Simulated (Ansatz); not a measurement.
## Geometry relaxation of SnO₂ (part 2 of 2)

Continued. System: SnO₂ (6 atoms in the cell). Method: DFT r2SCAN, scalar-relativistic, plane waves, PAW, no spin polarisation (Ansatz 0.2.0); cutoff 500 eV, 4×4×6 k-mesh, Gaussian smearing of 0.1 eV. The structure derives from a Materials Project entry.

Geometry of the input (Å; fractional positions):
```
4.7880  0.0000  0.0000
0.0000  4.8666  0.0000
0.0000  0.0000  3.2409
Sn 0.5000  0.5000  0.5000
Sn 0.0000  0.0000  0.0000
O  0.2919  0.3210  0.0000
O  0.7919  0.1790  0.5000
O  0.2081  0.8210  0.5000
O  0.7081  0.6790  0.0000
```

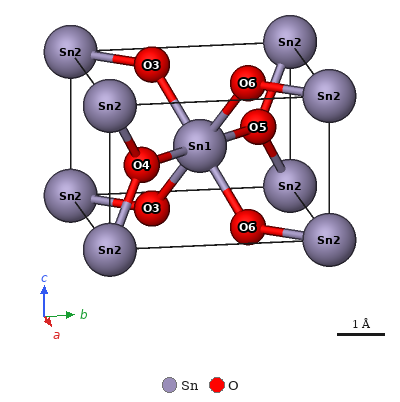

*The geometry at step 2 of the log (ball-and-stick view of the cell of the calculation, seen slightly off an axis; atoms are numbered from 1 in the order of the input).*

Output, continued:
```
SCF iter   1: F=—  HF=-14352.413351 eV  |F-HF|=—  |Δ(HF+E_count)|=         —  Δρ=9.62e-3  dr2=1.60e-2  dr2_τ=4.29e-1  ethr=3.06e-5  ⟨swp⟩=1.4  Hψ=5795  notcnv=0
preconditioner: auto → Resta (q_TF=auto, 2.581 Å⁻¹)  ε∞=3.3  [insulator: Δε(μ)=1.729 eV  Ē_g=20.771 eV  σ=0.100 eV  W_gap=1.00  n_scr=18 (ndim 8)  ℏωp=31.5 eV  f_vac=0.029  D(μ)=0.00/eV (n_scr^D=0)  ε∞_Penn≈3.3]
SCF iter   2: F=—  HF=-14352.427650 eV  |F-HF|=—  |Δ(HF+E_count)|=   1.43e-2  Δρ=4.79e-3  dr2=5.17e-3  dr2_τ=5.18e-4  ethr=3.06e-5  ⟨swp⟩=2.0  Hψ=2284  notcnv=0
SCF iter   3: F=—  HF=-14352.428153 eV  |F-HF|=—  |Δ(HF+E_count)|=   5.03e-4  Δρ=1.15e-3  dr2=4.99e-4  dr2_τ=1.06e-4  ethr=9.95e-6  ⟨swp⟩=2.6  Hψ=1638  notcnv=0
SCF iter   4: F=—  HF=-14352.428328 eV  |F-HF|=—  |Δ(HF+E_count)|=   1.75e-4  Δρ=4.23e-4  dr2=5.43e-5  dr2_τ=1.06e-5  ethr=9.59e-7  ⟨swp⟩=2.0  Hψ=1603  notcnv=0
SCF iter   5: F=—  HF=-14352.428388 eV  |F-HF|=—  |Δ(HF+E_count)|=   5.99e-5  Δρ=2.48e-4  dr2=1.81e-5  dr2_τ=2.51e-6  ethr=1.04e-7  ⟨swp⟩=2.2  Hψ=1496  notcnv=0
SCF iter   6: F=—  HF=-14352.428411 eV  |F-HF|=—  |Δ(HF+E_count)|=   2.34e-5  Δρ=5.08e-5  dr2=6.60e-7  dr2_τ=8.02e-8  ethr=3.49e-8  ⟨swp⟩=2.0  Hψ=1728  notcnv=0
SCF iter   7: F=-14352.428411 eV  HF=-14352.428411 eV  |F-HF|=8.46e-9  |Δ(HF+E_count)|=   3.21e-7  Δρ=1.54e-5  dr2=7.05e-8  dr2_τ=8.84e-9  ethr=5.03e-10  ⟨swp⟩=5.6  Hψ=4448  notcnv=0
SCF 4 converged in 7 iterations: F = -14352.428411 eV  dr2 = 7.05e-8
  greatest PAW one-centre occupation: 0.996 electrons in one spin orbital (limit 2), on the Sn atom at site 0 (counted from 0), in its partial waves of l = 2
relax step   4: F+E_penalty+E_count = -14352.42841131 eV  Δ(F+E_penalty+E_count) = -4.730e-3 eV  max|allowed force component| = 3.933e-2 eV/Å  Δτ_max = 0.0513 Å  P = +0.001 GPa  Ω = 72.485 Å³  energy of the carried Pulay correction = +1.401e-3 eV  (7 SCF iters, dr2 threshold 2.62e-7 eV, accepted)
Initial wavefunctions: pseudopotential atomic-orbital guess (no wavefunctions were taken with the density)
iter 1 solved again at ethr=3.30e-8 eV; its pass at ethr=3.10e-3 eV (dr2=1.72e-5 eV) is discarded
SCF iter   1: F=—  HF=-14352.426835 eV  |F-HF|=—  |Δ(HF+E_count)|=         —  Δρ=1.25e-4  dr2=1.10e-6  dr2_τ=4.50e-6  ethr=3.30e-8  ⟨swp⟩=3.6  Hψ=8301  notcnv=0
preconditioner: auto → Resta (q_TF=auto, 2.581 Å⁻¹)  ε∞=3.3  [insulator: Δε(μ)=1.766 eV  Ē_g=20.795 eV  σ=0.100 eV  W_gap=1.00  n_scr=18 (ndim 8)  ℏωp=31.5 eV  f_vac=0.030  D(μ)=0.00/eV (n_scr^D=0)  ε∞_Penn≈3.3]
SCF iter   2: F=—  HF=-14352.426836 eV  |F-HF|=—  |Δ(HF+E_count)|=   1.78e-6  Δρ=6.54e-5  dr2=3.14e-7  dr2_τ=3.69e-7  ethr=2.12e-9  ⟨swp⟩=2.5  Hψ=1742  notcnv=0
SCF iter   3: F=—  HF=-14352.426837 eV  |F-HF|=—  |Δ(HF+E_count)|=   6.75e-7  Δρ=7.69e-6  dr2=2.61e-8  dr2_τ=5.41e-9  ethr=6.04e-10  ⟨swp⟩=2.0  Hψ=1726  notcnv=0
SCF iter   4: F=-14352.426837 eV  HF=-14352.426837 eV  |F-HF|=2.16e-10  |Δ(HF+E_count)|=   5.92e-9  Δρ=1.37e-6  dr2=7.18e-10  dr2_τ=9.44e-11  ethr=1.15e-11  ⟨swp⟩=6.5  Hψ=4743  notcnv=0
SCF 5 converged in 4 iterations: F = -14352.426837 eV  dr2 = 7.18e-10
relax step   5: F+E_penalty+E_count = -14352.42683712 eV  Δ(F+E_penalty+E_count) = +1.574e-3 eV  max|allowed force component| = 3.938e-2 eV/Å  Δτ_max = 0.0000 Å  P = +0.018 GPa  Ω = 72.485 Å³  stress off target by 9.03e-2 GPa  SCF on the basis re-selected at this cell (its energy is not comparable with the rows above)  (4 SCF iters)
basis re-selected at this cell: Δ(F+E_penalty+E_count) = +1.574e-3 eV, ΔP = +0.017 GPa vs the last step (what re-selecting the basis moved, of the pressure what is left beyond the Pulay correction that the steps carried, after the strain that the cell walked since its last selection, with what the two solves' SCF thresholds leave and, on support functions, any second-order correction that the steps lacked; it is no measure of the basis error at this ecutwfc). This SCF's stress stands 9.03e-2 GPa from its target on what of the cell is left free (relax.cell.stress_tol is 5.00e-1 GPa) and its largest allowed force component is 3.94e-2 eV/Å (relax.f_tol is 5.00e-2 eV/Å): within both
SCF converged after 4 iterations
Free energy (F): -14352.426837 eV
Harris-Foulkes:  -14352.426837 eV  (|F-HF|=2.16e-10)
Internal energy: -14352.426837 eV  (E = F + TS)
E sigma→0 (E₀):  -14352.426837 eV
Fermi energy:    9.772529 eV
--- Per-component energies (eV) ---
  E_band       = -164.596036
  E_kinetic    = 1085.767857
  E_local      = -2883.486828  (includes V_loc(G=0)·N_el)
  E_nonlocal   = 131.548643
  E_hartree    = 1501.229827
  E_xc         = -1035.811611
  E_vxc        = -622.678667  (∫ρ·V_xc dr)
  E_paw        = -8986.315338  (= ΣΔE_a)
  E_vpaw       = -917.505958  (= ΣTr[D̂ρ^β])
  E_aug_tail   = 0.003899  (compensation charges beyond the density's cutoff)
  E_vtau       = 39.295401  (kinetic-family band-sum trace: ∫τ·v_τ [+ j·A + Jᵃ·Aᵃ] dr)
  E_ewald      = -4166.706163
  E_core_change = 1.342876  (= ΣΔE_core)
  E_smearing   = -0.000000  (= −TS)
  E_closure    = -0.000000  (closes the sum)
  Σ components = -14352.426837   (vs F -14352.426837, Δ=0.00e0)
--- Forces (eV/Å), atoms counted from 1 ---
  atom   1  Sn    -0.00000000     0.00000000     0.00000000
  atom   2  Sn    -0.00000000     0.00000000     0.00000000
  atom   3  O      0.03938051     0.03146195     0.00000000
  atom   4  O      0.03938051    -0.03146195     0.00000000
  atom   5  O     -0.03938051     0.03146195     0.00000000
  atom   6  O     -0.03938051    -0.03146195     0.00000000
  max |Σ_I F_I| component: 2.08e-17 eV/Å
--- Stress (GPa, compression-positive) ---
        0.003797       0.000000       0.000000
        0.000000       0.090314       0.000000
        0.000000       0.000000      -0.041135
  P = ⅓ Tr σ = 0.0177 GPa (0.177 kbar)
--- Band table (eV; the first three rows and the last of 36) ---
  k-point 0: bands = ["-12.8726", "-11.9806", "-11.6950", "-11.6762", "-11.6759", "-11.6276", "-11.5516", "-11.4674", "-11.4357", "-11.4356", "-10.8068", "-9.1431", "-9.1368", "-7.1684", "0.8263", "4.8471", "4.8795", "4.9967", "5.7613", "6.9426", "7.0211", "7.6809", "7.6869", "8.1185", "8.1230", "8.8895", "10.6556", "15.7236", "15.9330", "15.9387", "20.0158", "20.3253"]
  k-point 1: bands = ["-12.7408", "-11.9695", "-11.9694", "-11.8164", "-11.6603", "-11.6480", "-11.5411", "-11.4683", "-11.4676", "-11.4673", "-10.6723", "-8.6909", "-8.6858", "-7.3942", "0.8413", "4.8003", "5.0967", "5.1252", "5.4586", "5.9446", "6.7861", "6.7897", "6.7941", "8.1351", "8.1361", "8.6585", "12.1249", "16.2353", "17.0358", "17.0404", "18.8639", "21.4436"]
  k-point 2: bands = ["-12.4212", "-12.4073", "-12.4071", "-11.8243", "-11.5377", "-11.5177", "-11.5168", "-11.5167", "-11.5161", "-11.4742", "-10.1215", "-8.0849", "-7.9227", "-7.9197", "1.0472", "3.3904", "4.7160", "5.2473", "5.2488", "5.9029", "5.9324", "6.0177", "6.4656", "7.8930", "7.8987", "8.0373", "14.2444", "16.5341", "18.4957", "19.1054", "19.1087", "20.8417"]
  k-point 35: bands = ["-12.5993", "-12.5993", "-12.0925", "-12.0925", "-11.5427", "-11.5427", "-11.4845", "-11.4845", "-11.4467", "-11.4467", "-8.9570", "-8.9570", "-7.6373", "-7.6373", "1.0408", "1.0408", "3.9261", "3.9261", "6.3722", "6.3722", "6.5595", "6.5595", "7.9437", "7.9437", "8.0400", "8.0400", "14.3845", "14.3845", "18.5527", "18.5527", "20.7874", "20.7874"]
--- Relaxed structure (4 steps of the walk, 4 accepted, 1 SCFs on fresh bases) ---
  F+E_penalty+E_count = -14352.42683712 eV   max|allowed force component| = 3.938e-2 eV/Å   (the final SCF, on the basis selected at the relaxed cell)
  cell:  # Å, volume = 72.4852 Å³
    - [4.758777584218046, 0.0, 0.0]
    - [0.0, 4.759303281228654, 0.0]
    - [0.0, 0.0, 3.2004453060751143]
  atoms:
    - { symbol: Sn, position: [0.5, 0.5, 0.5] }
    - { symbol: Sn, position: [6.038436461821415e-20, -5.940937177868736e-20, 0.0] }
    - { symbol: O, position: [0.30458179016731457, 0.3065756178894457, 0.0] }
    - { symbol: O, position: [0.8045817901673146, 0.1934243821105544, 0.5] }
    - { symbol: O, position: [0.19541820983268537, 0.8065756178894458, 0.5] }
    - { symbol: O, position: [0.6954182098326854, 0.6934243821105543, 0.0] }
```

Trajectory as extended XYZ (Å, eV, eV/Å), 5 frames, from step=1 to step=5:
```
6
Lattice="4.7880 0.0000 0.0000 0.0000 4.8666 0.0000 0.0000 0.0000 3.2409" Properties=species:S:1:pos:R:3:forces:R:3 step=1 energy=-14352.32860 pressure_GPa=-8.21
Sn    2.3940    2.4333    1.6204    0.0000   0.0000   0.0000
Sn    0.0000    0.0000    0.0000    0.0000   0.0000   0.0000
O     1.3974    1.5624    0.0000    0.1258  -0.0432   0.0000
O     3.7914    0.8709    1.6204    0.1258   0.0432   0.0000
O     0.9966    3.9957    1.6204   -0.1258  -0.0432   0.0000
O     3.3906    3.3042    0.0000   -0.1258   0.0432   0.0000
6
Lattice="4.7334 0.0000 0.0000 0.0000 4.7903 0.0000 0.0000 0.0000 3.1911" Properties=species:S:1:pos:R:3:forces:R:3 step=2 energy=-14352.41858 pressure_GPa=0.29
Sn    2.3667    2.3952    1.5956    0.0000   0.0000   0.0000
Sn    0.0000    0.0000    0.0000    0.0000   0.0000   0.0000
O     1.3923    1.5227    0.0000    0.0183  -0.0674   0.0000
O     3.7590    0.8725    1.5956    0.0183   0.0674   0.0000
O     0.9744    3.9178    1.5956   -0.0183  -0.0674   0.0000
O     3.3411    3.2676    0.0000   -0.0183   0.0674   0.0000
6
Lattice="4.7366 0.0000 0.0000 0.0000 4.7798 0.0000 0.0000 0.0000 3.1995" Properties=species:S:1:pos:R:3:forces:R:3 step=3 energy=-14352.42368 pressure_GPa=0.12
Sn    2.3683    2.3899    1.5998    0.0000   0.0000   0.0000
Sn    0.0000    0.0000    0.0000    0.0000   0.0000   0.0000
O     1.4102    1.5041    0.0000   -0.0056  -0.0647   0.0000
O     3.7785    0.8858    1.5998   -0.0056   0.0647   0.0000
O     0.9582    3.8940    1.5998    0.0056  -0.0647   0.0000
O     3.3265    3.2757    0.0000    0.0056   0.0647   0.0000
6
Lattice="4.7588 0.0000 0.0000 0.0000 4.7593 0.0000 0.0000 0.0000 3.2004" Properties=species:S:1:pos:R:3:forces:R:3 step=4 energy=-14352.42841 pressure_GPa=0.00
Sn    2.3794    2.3797    1.6002    0.0000   0.0000   0.0000
Sn    0.0000    0.0000    0.0000    0.0000   0.0000   0.0000
O     1.4494    1.4591    0.0000    0.0393   0.0314   0.0000
O     3.8288    0.9206    1.6002    0.0393  -0.0314   0.0000
O     0.9300    3.8387    1.6002   -0.0393   0.0314   0.0000
O     3.3093    3.3002    0.0000   -0.0393  -0.0314   0.0000
6
Lattice="4.7588 0.0000 0.0000 0.0000 4.7593 0.0000 0.0000 0.0000 3.2004" Properties=species:S:1:pos:R:3:forces:R:3 step=5 energy=-14352.42684 pressure_GPa=0.02
Sn    2.3794    2.3797    1.6002    0.0000   0.0000   0.0000
Sn    0.0000    0.0000    0.0000    0.0000   0.0000   0.0000
O     1.4494    1.4591    0.0000    0.0394   0.0315   0.0000
O     3.8288    0.9206    1.6002    0.0394  -0.0315   0.0000
O     0.9300    3.8387    1.6002   -0.0394   0.0315   0.0000
O     3.3093    3.3002    0.0000   -0.0394  -0.0315   0.0000
```

Results in brief:

```tsv
quantity	value
outcome	converged
space group (tolerance 0.01 Å)	Pnnm (58)
electrons treated	52
free energy	−14352.4268 eV
Fermi energy	9.773 eV
gap on the k-point mesh	1.77 eV
pressure	0.02 GPa
final volume	72.49 Å³
largest force (length of the vector) at the end	0.050 eV/Å
final cell	a = 4.759 Å, b = 4.759 Å, c = 3.200 Å, α = 90.00°, β = 90.00°, γ = 90.00°
hardware	2 threads of Intel Xeon @ 2.50GHz (Skylake/Cascade Lake), 189 GiB of memory available, shared host
wall time	56 s (CPU time 1.8 min)
peak memory	0.57 GiB
```
